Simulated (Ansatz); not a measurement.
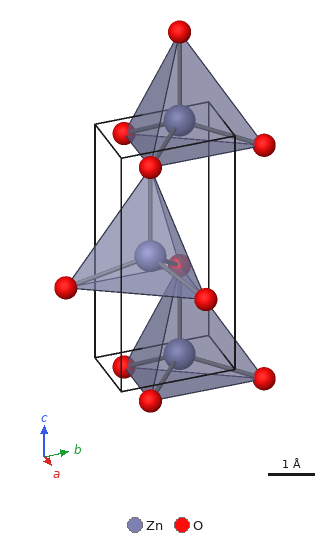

The starting structure (polyhedral view of the cell of the calculation, seen slightly off an axis; polyhedra are completed across the faces of the cell). An atom can appear more than once, as a periodic image.

Geometry relaxation of ZnO

System: ZnO (P6₃mc, 4 atoms in the cell).
Method: DFT PBEsol, scalar-relativistic, plane waves, PAW, no spin polarisation (Ansatz 0.2.0).

The structure derives from a Materials Project entry.

Input:
```yaml
crystal:
  lattice:
    - [3.2373510235, 0.0, 0.0]
    - [-1.6186755117, 2.8036282273, 0.0]
    - [0.0, 0.0, 5.2220613]
  atoms:
    - { symbol: Zn, position: [0.66666667, 0.33333333, 0.5005917] }
    - { symbol: Zn, position: [0.33333333, 0.66666667, 0.0005917] }
    - { symbol: O, position: [0.66666667, 0.33333333, 0.8797183] }
    - { symbol: O, position: [0.33333333, 0.66666667, 0.3797183] }
basis:
  ecutwfc: 420
kpoints:
  mp_grid: { grid: [9, 9, 6] }
hamiltonian:
  xc: pbesol
scf:
  occupations: { method: gaussian, width: 0.02 }
output:
  forces: true
  stress: true
  eigenvalues: true
relax:
  adjacent_minimum: "off"
  f_tol: 0.005
  max_steps: 80
  cell: { stress_tol: 0.05 }
```

Launched with:
```bash
ansatz run input.yaml --threads 8 --pin off --max-ram 16384MiB --backend cpu --events-out ev --progress --plain --runs-dir out
```

Output:
```
Engine: ansatz 0.2.0, x86_64-unknown-linux-gnu
Pseudopotentials: kind: paw
Pseudopotential: Zn, paw, valence charge 12, recommended cutoff 420 eV (normal), Zn.paw.azcp
Pseudopotential: O, paw, valence charge 6, recommended cutoff 420 eV (normal), O.paw.azcp
Functional definition: PBEsol
  exchange = pbesol_x
  correlation = pbesol_c
Crystal: 4 atoms, lattice volume = 47.397 Å³
Basis set: ecut = 420 eV, 941 PW (Γ), exchange–correlation on 48×48×72 points (8 copies of the dense FFT grid, shifted against one another)
Bands: 22, of which v1, the nominal top of the filled ones, is band 18 counted from 1 (17 counted from 0)
Symmetry: 12 space group operations
Space group: P63mc (ITA 186), of the structure as read, at distance tolerance 3.6e-5 Å
k-points: 48 of 486 (time reversal used)
Non-local potential: Zn, projectors of the file, l = 0: 2, l = 1: 2, l = 2: 3, l = 3: 1
Non-local potential: O, projectors of the file, l = 0: 2, l = 1: 2, l = 2: 1
PAW form: soft (Blöchl's): semilocal exchange-correlation on the pseudo side does not see the compensation charge
PAW frozen core: Zn, regenerated for the run's functional, and the local potential with it (the file was generated under x = pbe(κ = 0.804, μ = 0.2195149727645171), c = pbe(β = 0.06672455060314922))
PAW frozen core: O, regenerated for the run's functional, and the local potential with it (the file was generated under x = pbe(κ = 0.804, μ = 0.2195149727645171), c = pbe(β = 0.06672455060314922))
PAW one-centre angular grid: Zn, 590 points (default); XC on 64 Gauss nodes
PAW one-centre angular grid: O, 110 points (default); XC on 64 Gauss nodes
Initial density: superposition of atomic densities (neutral atoms: chi_scale 0, normalization atom), corrected by the library's trained network
Initial wavefunctions: pseudopotential atomic-orbital guess
Functional: x = pbesol(κ = 0.804, μ = 0.12345679012345678), c = pbesol(β = 0.046)
SCF iter   1: F=—  HF=-7684.281851 eV  |F-HF|=—  |Δ(HF+E_count)|=         —  Δρ=1.58e-2  dr2=9.49e-2  ethr=1.77e-3  ⟨swp⟩=6.0  Hψ=4778  notcnv=0
preconditioner: auto → Resta (q_TF=auto, 2.606 Å⁻¹)  ε∞=7.6  [insulator: Δε(μ)=0.556 eV  Ē_g=12.573 eV  σ=0.020 eV  W_gap=1.00  n_scr=22 (ndim 8)  ℏωp=32.4 eV  f_vac=0.034  D(μ)=0.00/eV (n_scr^D=0)  ε∞_Penn≈7.6]
SCF iter   2: F=—  HF=-7684.257130 eV  |F-HF|=—  |Δ(HF+E_count)|=   2.47e-2  Δρ=2.08e-3  dr2=1.00e-3  ethr=2.64e-4  ⟨swp⟩=3.0  Hψ=2481  notcnv=0
SCF iter   3: F=—  HF=-7684.257131 eV  |F-HF|=—  |Δ(HF+E_count)|=   1.02e-6  Δρ=1.16e-3  dr2=4.85e-4  ethr=2.79e-6  ⟨swp⟩=1.1  Hψ=1085  notcnv=0
SCF iter   4: F=—  HF=-7684.257135 eV  |F-HF|=—  |Δ(HF+E_count)|=   3.40e-6  Δρ=2.83e-4  dr2=2.36e-5  ethr=1.35e-6  ⟨swp⟩=2.0  Hψ=1821  notcnv=0
SCF iter   5: F=—  HF=-7684.257147 eV  |F-HF|=—  |Δ(HF+E_count)|=   1.19e-5  Δρ=1.51e-4  dr2=9.55e-6  ethr=6.56e-8  ⟨swp⟩=2.0  Hψ=1824  notcnv=0
SCF iter   6: F=—  HF=-7684.257144 eV  |F-HF|=—  |Δ(HF+E_count)|=   3.05e-6  Δρ=2.39e-5  dr2=1.99e-7  ethr=2.65e-8  ⟨swp⟩=2.0  Hψ=1824  notcnv=0
SCF iter   7: F=-7684.257144 eV  HF=-7684.257144 eV  |F-HF|=5.12e-8  |Δ(HF+E_count)|=   3.54e-7  Δρ=9.15e-6  dr2=3.75e-8  ethr=2.78e-10  ⟨swp⟩=5.1  Hψ=4558  notcnv=0
SCF 1 converged in 7 iterations: F = -7684.257144 eV  dr2 = 3.75e-8
  greatest PAW one-centre occupation: 0.987 electrons in one spin orbital (limit 2), on the Zn atom at site 1 (counted from 0), in its partial waves of l = 2
relax step   1: F+E_penalty+E_count = -7684.25714406 eV  Δ(F+E_penalty+E_count) = +0.000e0 eV  max|allowed force component| = 6.309e-4 eV/Å  Δτ_max = 0.0000 Å  P = -0.863 GPa  Ω = 47.397 Å³  (7 SCF iters, dr2 threshold 1.00e-7 eV, accepted)
Crystal: 4 atoms, lattice volume = 47.253 Å³
Initial density: handed on by an earlier stage of this run
Initial wavefunctions: those handed on with the density
iter 1 solved again at ethr=9.92e-8 eV; its pass at ethr=3.10e-3 eV (dr2=3.57e-5 eV) is discarded
SCF iter   1: F=—  HF=-7684.258419 eV  |F-HF|=—  |Δ(HF+E_count)|=         —  Δρ=2.87e-4  dr2=3.32e-5  ethr=9.92e-8  ⟨swp⟩=2.0  Hψ=5198  notcnv=0
preconditioner: auto → Resta (q_TF=auto, 2.607 Å⁻¹)  ε∞=7.6  [insulator: Δε(μ)=0.704 eV  Ē_g=12.642 eV  σ=0.020 eV  W_gap=1.00  n_scr=22 (ndim 8)  ℏωp=32.4 eV  f_vac=0.030  D(μ)=0.00/eV (n_scr^D=0)  ε∞_Penn≈7.6]
SCF iter   2: F=—  HF=-7684.258405 eV  |F-HF|=—  |Δ(HF+E_count)|=   1.40e-5  Δρ=9.11e-5  dr2=2.75e-6  ethr=9.22e-8  ⟨swp⟩=2.0  Hψ=1843  notcnv=0
SCF iter   3: F=—  HF=-7684.258405 eV  |F-HF|=—  |Δ(HF+E_count)|=   1.42e-7  Δρ=5.35e-5  dr2=1.53e-6  ethr=1.11e-9  ⟨swp⟩=5.4  Hψ=4822  notcnv=0
SCF iter   4: F=—  HF=-7684.258405 eV  |F-HF|=—  |Δ(HF+E_count)|=   2.19e-7  Δρ=3.76e-5  dr2=4.27e-7  ethr=4.24e-9  ⟨swp⟩=2.0  Hψ=1804  notcnv=0
SCF iter   5: F=-7684.258405 eV  HF=-7684.258405 eV  |F-HF|=2.03e-8  |Δ(HF+E_count)|=   2.64e-8  Δρ=9.30e-6  dr2=2.53e-8  ethr=1.11e-9  ⟨swp⟩=4.7  Hψ=4261  notcnv=0
SCF 2 converged in 5 iterations: F = -7684.258405 eV  dr2 = 2.53e-8
relax step   2: F+E_penalty+E_count = -7684.25840506 eV  Δ(F+E_penalty+E_count) = -1.261e-3 eV  max|allowed force component| = 1.603e-4 eV/Å  Δτ_max = 0.0001 Å  P = -0.409 GPa  Ω = 47.253 Å³  energy of the carried Pulay correction = +6.854e-4 eV  (5 SCF iters, dr2 threshold 4.00e-7 eV, accepted)
Crystal: 4 atoms, lattice volume = 47.124 Å³
iter 1 solved again at ethr=8.06e-8 eV; its pass at ethr=3.10e-3 eV (dr2=2.90e-5 eV) is discarded
SCF iter   1: F=—  HF=-7684.259200 eV  |F-HF|=—  |Δ(HF+E_count)|=         —  Δρ=2.59e-4  dr2=2.76e-5  ethr=8.06e-8  ⟨swp⟩=2.0  Hψ=5191  notcnv=0
preconditioner: auto → Resta (q_TF=auto, 2.609 Å⁻¹)  ε∞=7.6  [insulator: Δε(μ)=0.707 eV  Ē_g=12.661 eV  σ=0.020 eV  W_gap=1.00  n_scr=22 (ndim 8)  ℏωp=32.5 eV  f_vac=0.030  D(μ)=0.00/eV (n_scr^D=0)  ε∞_Penn≈7.6]
SCF iter   2: F=—  HF=-7684.259187 eV  |F-HF|=—  |Δ(HF+E_count)|=   1.26e-5  Δρ=8.59e-5  dr2=2.66e-6  ethr=7.68e-8  ⟨swp⟩=2.0  Hψ=1837  notcnv=0
SCF iter   3: F=—  HF=-7684.259187 eV  |F-HF|=—  |Δ(HF+E_count)|=   2.71e-8  Δρ=5.06e-5  dr2=1.45e-6  ethr=1.11e-9  ⟨swp⟩=5.4  Hψ=4798  notcnv=0
SCF iter   4: F=—  HF=-7684.259187 eV  |F-HF|=—  |Δ(HF+E_count)|=   2.91e-7  Δρ=3.61e-5  dr2=4.08e-7  ethr=4.02e-9  ⟨swp⟩=2.0  Hψ=1812  notcnv=0
SCF iter   5: F=-7684.259187 eV  HF=-7684.259187 eV  |F-HF|=1.87e-8  |Δ(HF+E_count)|=   1.46e-8  Δρ=8.78e-6  dr2=2.30e-8  ethr=1.11e-9  ⟨swp⟩=4.7  Hψ=4262  notcnv=0
SCF 3 converged in 5 iterations: F = -7684.259187 eV  dr2 = 2.30e-8
relax step   3: F+E_penalty+E_count = -7684.25918732 eV  Δ(F+E_penalty+E_count) = -7.823e-4 eV  max|allowed force component| = 1.282e-3 eV/Å  Δτ_max = 0.0002 Å  P = +0.004 GPa  Ω = 47.124 Å³  energy of the carried Pulay correction = +1.301e-3 eV  (5 SCF iters, dr2 threshold 4.00e-7 eV, accepted)
Initial wavefunctions: pseudopotential atomic-orbital guess (no wavefunctions were taken with the density)
iter 1 solved again at ethr=1.46e-7 eV; its pass at ethr=3.10e-3 eV (dr2=5.24e-5 eV) is discarded
SCF iter   1: F=—  HF=-7684.257931 eV  |F-HF|=—  |Δ(HF+E_count)|=         —  Δρ=5.62e-5  dr2=2.68e-7  ethr=1.46e-7  ⟨swp⟩=3.1  Hψ=7509  notcnv=0
preconditioner: auto → Resta (q_TF=auto, 2.609 Å⁻¹)  ε∞=7.6  [insulator: Δε(μ)=0.704 eV  Ē_g=12.659 eV  σ=0.020 eV  W_gap=1.00  n_scr=22 (ndim 8)  ℏωp=32.5 eV  f_vac=0.030  D(μ)=0.00/eV (n_scr^D=0)  ε∞_Penn≈7.6]
SCF iter   2: F=—  HF=-7684.257925 eV  |F-HF|=—  |Δ(HF+E_count)|=   5.93e-6  Δρ=3.30e-5  dr2=1.77e-7  ethr=7.44e-10  ⟨swp⟩=2.0  Hψ=1921  notcnv=0
SCF iter   3: F=—  HF=-7684.257925 eV  |F-HF|=—  |Δ(HF+E_count)|=   4.17e-8  Δρ=1.16e-5  dr2=1.24e-8  ethr=4.91e-10  ⟨swp⟩=2.6  Hψ=1937  notcnv=0
SCF iter   4: F=—  HF=-7684.257925 eV  |F-HF|=—  |Δ(HF+E_count)|=   4.44e-9  Δρ=2.60e-6  dr2=1.77e-9  ethr=3.44e-11  ⟨swp⟩=2.0  Hψ=1839  notcnv=0
SCF iter   5: F=—  HF=-7684.257925 eV  |F-HF|=—  |Δ(HF+E_count)|=  8.09e-11  Δρ=9.54e-7  dr2=3.69e-10  ethr=4.93e-12  ⟨swp⟩=2.0  Hψ=1835  notcnv=0
SCF iter   6: F=—  HF=-7684.257925 eV  |F-HF|=—  |Δ(HF+E_count)|=  6.38e-10  Δρ=3.54e-7  dr2=7.22e-11  ethr=1.03e-12  ⟨swp⟩=2.0  Hψ=1723  notcnv=0
SCF iter   7: F=-7684.257925 eV  HF=-7684.257925 eV  |F-HF|=7.28e-12  |Δ(HF+E_count)|=  5.28e-11  Δρ=9.90e-8  dr2=4.65e-12  ethr=1.00e-12  ⟨swp⟩=4.0  Hψ=3790  notcnv=0
SCF 4 converged in 7 iterations: F = -7684.257925 eV  dr2 = 4.65e-12
relax step   4: F+E_penalty+E_count = -7684.25792509 eV  Δ(F+E_penalty+E_count) = +1.262e-3 eV  max|allowed force component| = 1.388e-3 eV/Å  Δτ_max = 0.0000 Å  P = -0.039 GPa  Ω = 47.124 Å³  stress off target by 4.20e-2 GPa  SCF on the basis re-selected at this cell (its energy is not comparable with the rows above)  (7 SCF iters)
```

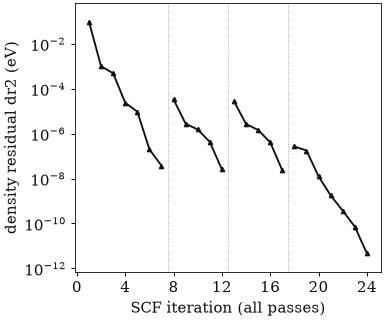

Convergence of the self-consistent field: density residual dr2 against the SCF iteration. The dotted lines part the SCF passes of the relaxation: geometry steps, rejected trials and re-solves on a re-selected basis. The passes take 7, 5, 5 and 7 iterations.

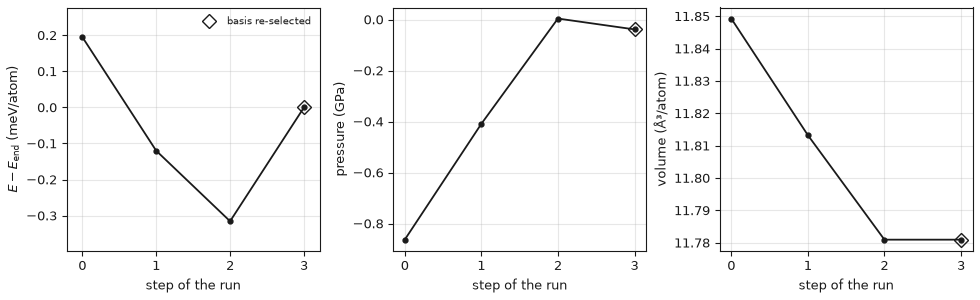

Progress of the relaxation, step by step (the first geometry is step 0 here and step 1 in the log). Over 2 geometry steps the energy falls by 0.5 meV per atom. The largest force component goes from 0.00063 to 0.0014 eV/Å. The pressure goes from −0.86 to −0.04 GPa. No atom moves by more than 0.005 Å relative to the cell. A last SCF at the same geometry on a re-selected plane-wave basis shifts the energy by +0.3 meV per atom.

```
basis re-selected at this cell: Δ(F+E_penalty+E_count) = +1.262e-3 eV, ΔP = -0.043 GPa vs the last step (what re-selecting the basis moved, of the pressure what is left beyond the Pulay correction that the steps carried, after the strain that the cell walked since its last selection, with what the two solves' SCF thresholds leave and, on support functions, any second-order correction that the steps lacked; it is no measure of the basis error at this ecutwfc). This SCF's stress stands 4.20e-2 GPa from its target on what of the cell is left free (relax.cell.stress_tol is 5.00e-2 GPa) and its largest allowed force component is 1.39e-3 eV/Å (relax.f_tol is 5.00e-3 eV/Å): within both
SCF converged after 7 iterations
Free energy (F): -7684.257925 eV
Harris-Foulkes:  -7684.257925 eV  (|F-HF|=7.28e-12)
Internal energy: -7684.257925 eV  (E = F + TS)
E sigma→0 (E₀):  -7684.257925 eV
Fermi energy:    7.572871 eV
--- Per-component energies (eV) ---
  E_band       = 63.735052
  E_kinetic    = 610.776642
  E_local      = -3986.462001  (includes V_loc(G=0)·N_el)
  E_nonlocal   = 1338.104352
  E_hartree    = 1633.978458
  E_xc         = -415.061988
  E_vxc        = -289.596623  (∫ρ·V_xc dr)
  E_paw        = -3894.558309  (= ΣΔE_a)
  E_vpaw       = -877.048395  (= ΣTr[D̂ρ^β])
  E_aug_tail   = 0.004186  (compensation charges beyond the density's cutoff)
  E_ewald      = -2972.704552
  E_core_change = 1.665286  (= ΣΔE_core)
  E_smearing   = -0.000000  (= −TS)
  E_closure    = -0.000000  (closes the sum)
  Σ components = -7684.257925   (vs F -7684.257925, Δ=0.00e0)
--- Forces (eV/Å), atoms counted from 1 ---
  atom   1  Zn    -0.00000000     0.00000000     0.00138816
  atom   2  Zn     0.00000000    -0.00000000     0.00138816
  atom   3  O      0.00000000    -0.00000000    -0.00138814
  atom   4  O     -0.00000000     0.00000000    -0.00138814
  max |Σ_I F_I| component: 4.11e-8 eV/Å
--- Stress (GPa, compression-positive) ---
       -0.041972      -0.000000       0.000000
        0.000000      -0.041972       0.000000
        0.000000       0.000000      -0.031945
  P = ⅓ Tr σ = -0.0386 GPa (-0.386 kbar)
--- Band table (eV; the first three rows and the last of 48) ---
  k-point 0: bands = ["-10.8880", "-10.1305", "1.4356", "1.4439", "1.4439", "1.4884", "1.6395", "1.6395", "2.6626", "2.6626", "2.8794", "2.8794", "3.1575", "6.4101", "6.4101", "7.1254", "7.2207", "7.2207", "7.9247", "12.3949", "15.3245", "20.0819"]
  k-point 1: bands = ["-10.8400", "-10.1842", "1.3347", "1.4336", "1.4510", "1.4510", "1.6195", "1.6195", "2.6824", "2.6824", "2.8711", "2.8711", "3.4580", "6.4654", "6.4654", "6.5505", "7.1679", "7.1679", "8.5881", "12.1528", "15.5399", "20.0849"]
  k-point 2: bands = ["-10.7072", "-10.3287", "1.2089", "1.3086", "1.4741", "1.4741", "1.5706", "1.5706", "2.7331", "2.7331", "2.8429", "2.8429", "4.1387", "5.7537", "6.6157", "6.6157", "7.0213", "7.0213", "9.5937", "11.5091", "16.1647", "18.6017"]
  k-point 47: bands = ["-9.9820", "-9.9820", "1.3959", "1.3959", "1.6351", "1.6351", "2.2197", "2.2197", "2.6654", "2.6654", "3.2092", "3.2092", "3.4663", "3.4663", "4.4723", "4.4723", "5.9367", "5.9367", "15.0976", "15.0976", "15.1551", "15.1551"]
--- Relaxed structure (3 steps of the walk, 3 accepted, 1 SCFs on fresh bases) ---
  F+E_penalty+E_count = -7684.25792509 eV   max|allowed force component| = 1.388e-3 eV/Å   (the final SCF, on the basis selected at the relaxed cell)
  cell:  # Å, volume = 47.1238 Å³
    - [3.230516743324174, -2.8806625588418466e-11, -1.2024022684907383e-34]
    - [-1.6152583716371396, 2.7977095670841106, -3.9348391420798663e-35]
    - [-1.9395543788154034e-34, 1.8527086603609823e-34, 5.213936252096097]
  atoms:
    - { symbol: Zn, position: [0.6666666666666665, 0.33333333333333337, 0.5006385767850137] }
    - { symbol: Zn, position: [0.3333333333333332, 0.6666666666666667, 0.0006385767850136529] }
    - { symbol: O, position: [0.6666666666666665, 0.33333333333333337, 0.8796714232149864] }
    - { symbol: O, position: [0.3333333333333332, 0.6666666666666667, 0.3796714232149863] }
```

Trajectory as extended XYZ (Å, eV, eV/Å), 4 frames, from step=1 to step=4:
```
4
Lattice="3.2374 0.0000 0.0000 -1.6187 2.8036 0.0000 0.0000 0.0000 5.2221" Properties=species:S:1:pos:R:3:forces:R:3 step=1 energy=-7684.25714 pressure_GPa=-0.86
Zn    1.6187    0.9345    2.6141    0.0000   0.0000  -0.0006
Zn    0.0000    1.8691    0.0031    0.0000   0.0000  -0.0006
O     1.6187    0.9345    4.5939    0.0000   0.0000   0.0006
O     0.0000    1.8691    1.9829    0.0000   0.0000   0.0006
4
Lattice="3.2338 0.0000 0.0000 -1.6169 2.8006 0.0000 0.0000 0.0000 5.2175" Properties=species:S:1:pos:R:3:forces:R:3 step=2 energy=-7684.25840 pressure_GPa=-0.41
Zn    1.6169    0.9335    2.6119    0.0000   0.0000   0.0001
Zn    0.0000    1.8671    0.0032    0.0000   0.0000   0.0001
O     1.6169    0.9335    4.5898    0.0000   0.0000  -0.0002
O     0.0000    1.8671    1.9811    0.0000   0.0000  -0.0002
4
Lattice="3.2305 0.0000 0.0000 -1.6153 2.7977 0.0000 0.0000 0.0000 5.2139" Properties=species:S:1:pos:R:3:forces:R:3 step=3 energy=-7684.25919 pressure_GPa=0.00
Zn    1.6153    0.9326    2.6103    0.0000   0.0000   0.0013
Zn    0.0000    1.8651    0.0033    0.0000   0.0000   0.0013
O     1.6153    0.9326    4.5866    0.0000   0.0000  -0.0013
O     0.0000    1.8651    1.9796    0.0000   0.0000  -0.0013
4
Lattice="3.2305 0.0000 0.0000 -1.6153 2.7977 0.0000 0.0000 0.0000 5.2139" Properties=species:S:1:pos:R:3:forces:R:3 step=4 energy=-7684.25792 pressure_GPa=-0.04
Zn    1.6153    0.9326    2.6103    0.0000   0.0000   0.0014
Zn    0.0000    1.8651    0.0033    0.0000   0.0000   0.0014
O     1.6153    0.9326    4.5866    0.0000   0.0000  -0.0014
O     0.0000    1.8651    1.9796    0.0000   0.0000  -0.0014
```

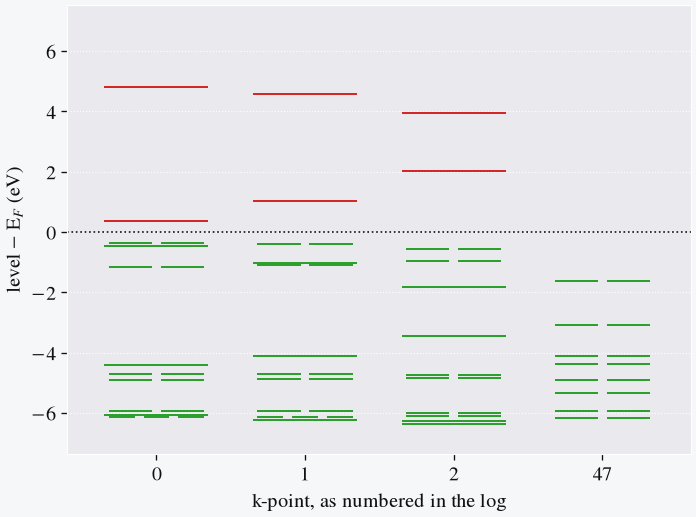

Kohn–Sham levels near the Fermi level (dotted) at the few k-points that the log prints; levels within 0.02 eV of each other stand side by side. Among these points the highest filled and lowest empty levels are 0.70 eV apart, which is the gap on the mesh.

Key numbers:

| quantity | value |
| --- | --- |
| outcome | converged |
| space group (tolerance 0.01 Å) | P6₃mc (186) |
| electrons treated | 36 |
| free energy | −7684.2579 eV |
| Fermi energy | 7.573 eV |
| gap on the k-point mesh | 0.70 eV |
| pressure | −0.04 GPa |
| final volume | 47.12 Å³ |
| largest force (length of the vector) at the end | 0.001 eV/Å |
| final cell | a = 3.231 Å, b = 3.231 Å, c = 5.214 Å, α = 90.00°, β = 90.00°, γ = 120.00° |
| hardware | 8 threads of AMD EPYC (Zen 3), 24 GiB of memory available, shared host |
| wall time | 2.7 s (CPU time 17 s) |
| peak memory | 0.54 GiB |
